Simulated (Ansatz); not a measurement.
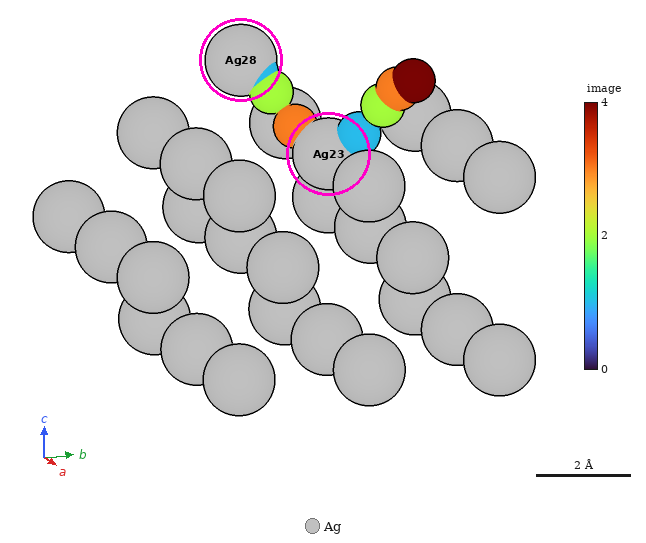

NEB run on Ag on Ag(100) (28 atoms in the cell). Images are numbered from 0 (start) to 4 (end). The start is drawn whole; smaller spheres mark the moving atoms (Ag) in the later images, joined by lines and coloured by the number of the image. The picture is a spheres-only view of the simulation cell, with the vacuum cut short (origin moved), seen slightly off an axis. The atoms that move most are ringed.

Method: DFT PBE, scalar-relativistic, plane waves, PAW in Ansatz. Run with plane-wave cutoff 420 eV; k-point mesh 3 × 3 × 1; Gaussian smearing 0.1 eV; 9 atoms held fixed; 3 movable images; climbing image; force threshold 0.04 eV/Å; iteration limit 60.

### Describe the path and its energy.

An Ag atom travels furthest, 2.74 Å from end to end, on a path that bends up to 0.10 Å away from the straight line. It doesn't move alone: Ag (2.74 Å) moves with it. The barrier is about 0.79 eV in both directions, with image 2 at the top; the ends have the same energy. The band converged in 7 iterations. The largest component of the band force went from 6.3 to 0.029 eV/Å. The climbing image converged on the top of the path. A check of its curvatures found one unstable direction (−0.57 eV/Å²), as a transition state must have.

The run took 19 min on 8 threads of Intel(R) Xeon(R) Platinum 8488C (Sapphire Rapids) (shared host), peak memory 16 GiB.
